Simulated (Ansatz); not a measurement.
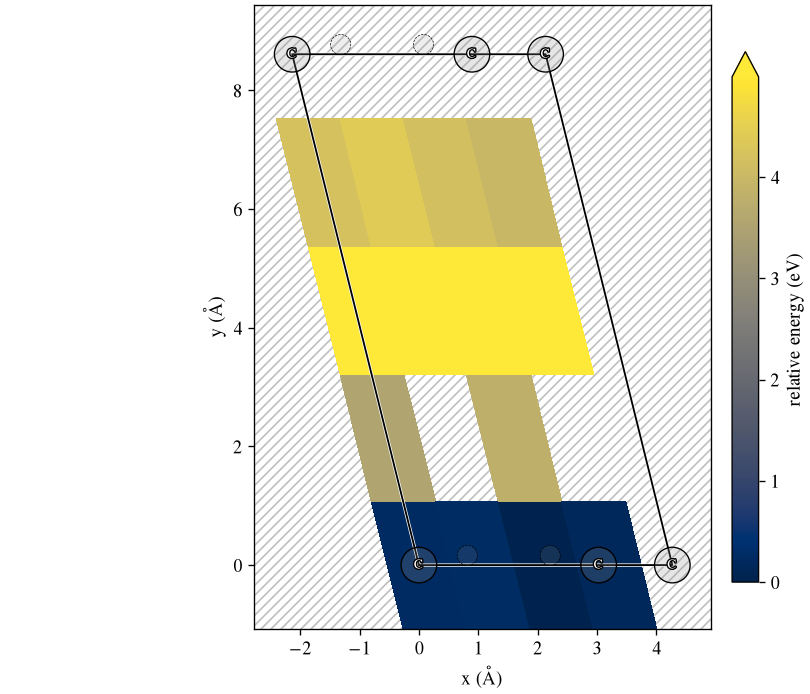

Energy landscape of O on a C(111) slab cut from the P6/mmm phase, its upper half relaxed before the scan (10 atoms of substrate and one adsorbate in a 1 × 1 cell). 
- O is moved over the surface cell; relaxed at each place: the height of the adsorbate's atoms; substrate rigid; the origin of the map has the adsorbate above C9.
- Places are given modulo a cell vector. The map is drawn in real space over the plane of the surface.
- The scan uses a 4 × 4 grid. At 2 points there is no value.
- Energies are in eV, from the lowest grid point.
- At some places the adsorbate sinks to or below the level of the top layer. With one adsorbate in each 1 × 1 cell, its nearest image is 4.3 Å away, so neighbouring adsorbates interact.
- Method: DFT PBE, scalar-relativistic, plane waves, PAW in Ansatz 0.2.0. Settings: cutoff 420 eV, k-mesh 7×3×1, gaussian smearing 0.1 eV, no spin polarisation.

The picture shows one coloured cell a grid point, labelled circles for the atoms of the top layer and small ones for the second layer, the outline of one cell of the plane, one colour for all values above the top of the scale, hatched blanks where no value was computed. 

**Where are the lowest and the highest points?**

The lowest grid point is at (2/4, 0/4) of the cell vectors [nearest 1 C at 1.39 Å]. The highest grid point, a place at or below the level of the top layer, (1/4, 2/4) of the cell vectors, lies 4.99 eV above the lowest.

Each point was launched as `ansatz run input.yaml --threads 2 --pin off --max-ram 6144MiB --backend cpu --events-out ev --progress --plain --runs-dir out`. Time for the 14 points that were run: 12 min on 2 threads of Intel(R) Xeon(R) 6975P-C (Granite Rapids), on a shared host.

PAW datasets: the set soft_1.
